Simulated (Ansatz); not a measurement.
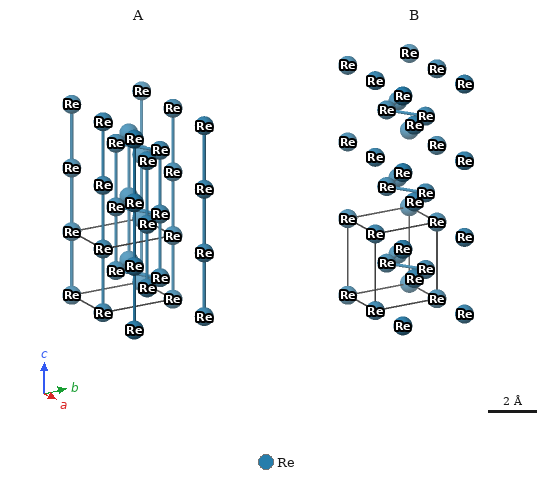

Two geometries of crystalline Re (built on the Hg_191 type) (coarse preliminary run), drawn at one scale. One is the start of a relaxation, the other its converged end. Style: ball-and-stick. Shown: the cell of the calculation, repeated 2 × 1 × 3 with one cell outlined, slightly off an axis.

These are results of DFT PBE, scalar-relativistic, plane waves, PAW (Ansatz), not measurements. Set-up: plane-wave cutoff 420 eV; k-point mesh 6 × 6 × 6; occupations gaussian; smearing width 0.1 eV; no spin polarisation; cell and atoms relaxed; force threshold 0.04 eV/Å; at most 70 steps.

Q: Which of the two is the end point?

A: Structure A is the relaxed one. Case: Hg type (P6/mmm, No. 191). No atom moves by more than 0.005 Å relative to the cell. Cell: a = b 3.865 → 4.385 Å (+13.5 %), c 3.295 → 2.735 Å (−17.0 %). Volume +6.8 %. Some distances before and after: Re–Re 3.295 → 2.735 Å, Re–Re 2.232 → 2.532 Å, Re–Re 2.774 → 2.877 Å. The space group stays P6/mmm (No. 191). Over 8 accepted moves (10 points after the start) the energy falls by 1437 meV per atom. All forces vanish by symmetry, so only the cell relaxes. The pressure goes from 69.79 to 0.04 GPa. The SCF was repeated twice at an unchanged geometry on a basis and grid sized afresh for the cell, which shifted the energy by 8.9 meV per atom at most.
